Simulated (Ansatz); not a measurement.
Geometry optimisation.

Program: Ansatz.

```
crystal:
  lattice:
    - [3.2, 0.0, 0.0]
    - [-1.6, 2.7712812921, 0.0]
    - [0.0, 0.0, 5.0624]
  atoms:
    - { symbol: Hf, position: [0.3333333333, 0.6666666667, 0.75] }
    - { symbol: Hf, position: [0.6666666667, 0.3333333333, 0.25] }
basis:
  ecutwfc: 600
  ecutrho_ratio: 5
kpoints:
  mp_grid: { grid: [16, 16, 8] }
hamiltonian:
  xc: pbesol
scf:
  occupations: { method: gaussian, width: 0.05 }
output:
  forces: true
  stress: true
  eigenvalues: true
relax:
  f_tol: 0.01
  max_steps: 60
  cell: { stress_tol: 0.15 }
```

**How does the optimisation go?**

The optimisation met its thresholds at geometry 4, counting the start as the first. The energy fell by about 11 meV/atom from the first step to the last. Step 2 went uphill and was rejected by the line search. All forces vanish by symmetry, so only the cell moves. The volume shrinks from 22.4 to 21.6 Å³ per atom (−4 %), overshooting to 20.5 at step 2, as the pressure goes from −4 GPa to about 0 GPa.

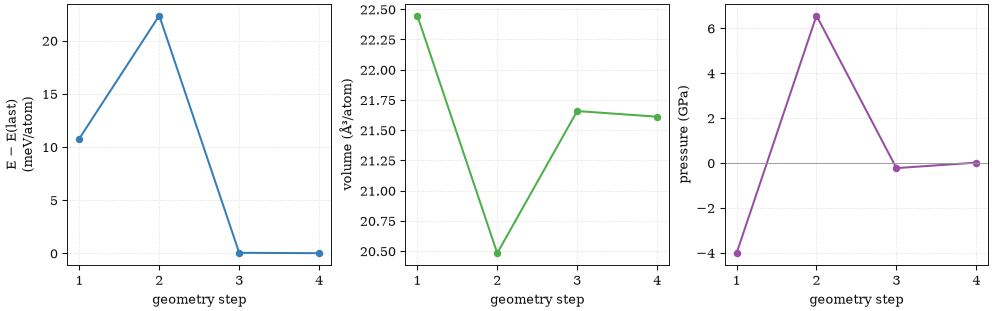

History of the run, step by step. Atoms and cell relax. A closing SCF on a freshly chosen basis isn't drawn.
